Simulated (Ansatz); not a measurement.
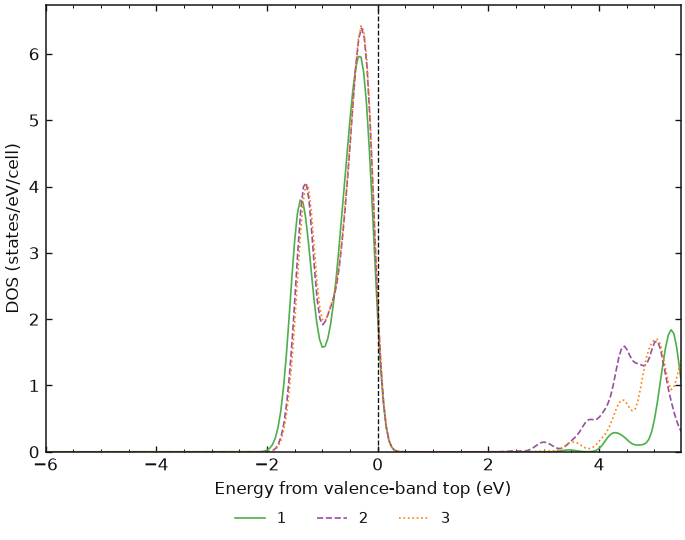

Total densities of states of Na$_{2}$S, space group R-3m (No. 166), 3 atoms in the cell, antifluorite type, shear (111) strain +1.5%, by three methods on the same cell. The curves are built from the levels of the k mesh with Gaussians 0.3 eV wide, which also blur the band edges. Each is counted from its own valence-band top.

### Which curve is which? The methods: r2SCAN, HSE06, PBE.

1 is HSE06; 2 is PBE; 3 is r2SCAN. HSE06 gives a gap of 3.46 eV, PBE gives a gap of 2.47 eV and r2SCAN gives a gap of 3.02 eV.

Settings. HSE06: DFT, HSE06, plane waves, PAW, no spin polarisation, 6×6×6 k mesh, 420 eV cutoff (Ansatz 0.2.0). PBE: DFT, PBE, plane waves, PAW, no spin polarisation, 8×8×8 k mesh, 420 eV cutoff (Ansatz 0.2.0). r2SCAN: DFT, r2SCAN, plane waves, PAW, no spin polarisation, 8×8×8 k mesh, 500 eV cutoff (Ansatz 0.2.0).
